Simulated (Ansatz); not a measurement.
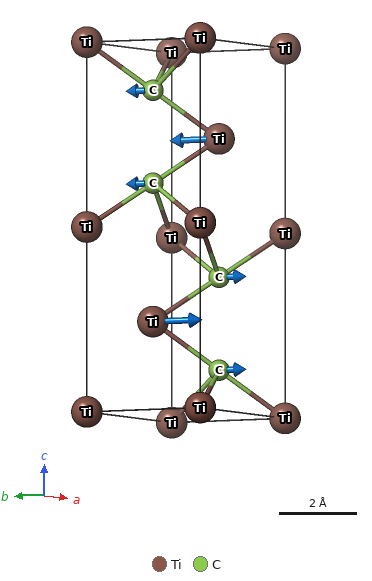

Phonons of solid TiC (a generated structure), space group P6₃/mmc (No. 194), at the zone centre. The optical levels lie at 184 (×2), 196 (×2), 270 (×2), 297, 307, 425, 449, 520, 538 (×2), 548 (×2), 604, 610 (×2), 641 (×2), 655 cm⁻¹. One mode is drawn. Displacements are drawn as blue arrows; their common scale and sign are arbitrary. Style: ball-and-stick. Shown: the cell of the calculation, from a free direction.

Theory: DFT PBE, scalar-relativistic, plane waves, PAW (Ansatz 0.2.0). Set-up: plane-wave cutoff 420 eV; k-point mesh 12 × 12 × 4; occupations fermi dirac; smearing width 0.15 eV; no spin polarisation.

The frequencies depend somewhat on the k-mesh and the smearing.

Which of these frequencies is the drawn mode's?

Answer. The level at 196 cm⁻¹. This is the E₂g mode (doubly degenerate; one member of the set is drawn), optical level 2 of 14, counted from below, Raman-active by symmetry. The Ti (2a) atoms stay at rest; all motion is along b; atoms of one kind move against one another, with no net shift of any sublattice; the kinetic energy is shared as Ti 88 %, C 12 %.
